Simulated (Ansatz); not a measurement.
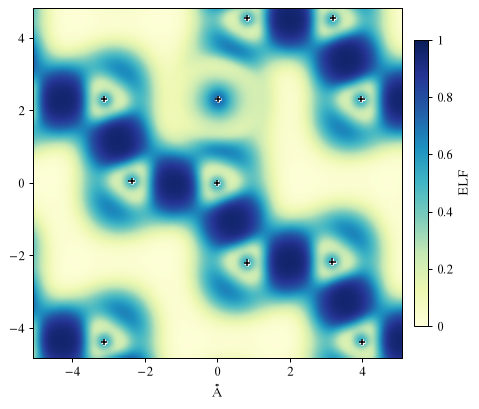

The ELF on a plane through atoms (crosses mark nuclei in the plane).

Level of theory: DFT PBE, scalar-relativistic, plane waves, PAW in Ansatz.

Candidates:
A. NaCl, a = 5.69 Å, b = 5.69 Å, c = 5.69 Å, α = 90.00°, β = 90.00°, γ = 90.00°. Space group Fm-3m.
B. Si$_{32}$Ni (cell with a defect), a = 9.47 Å, b = 9.47 Å, c = 9.47 Å, α = 109.47°, β = 109.47°, γ = 109.47°. The program warned that a starting moment wasn't kept; spin-polarised, but the moments vanished.

Q: Which candidate gave the map?

A: Candidate B: Si$_{32}$Ni on the (001) plane of the calculation cell, which holds Si and Ni. Si–Ni (2.31 Å): the ELF peaks at about 0.65 in the valence shell of Si, 0.9 Å from its nucleus, and is about 0.45 at the midpoint. Si–Si (2.34 Å): the ELF peaks at about 0.95 between the atoms.
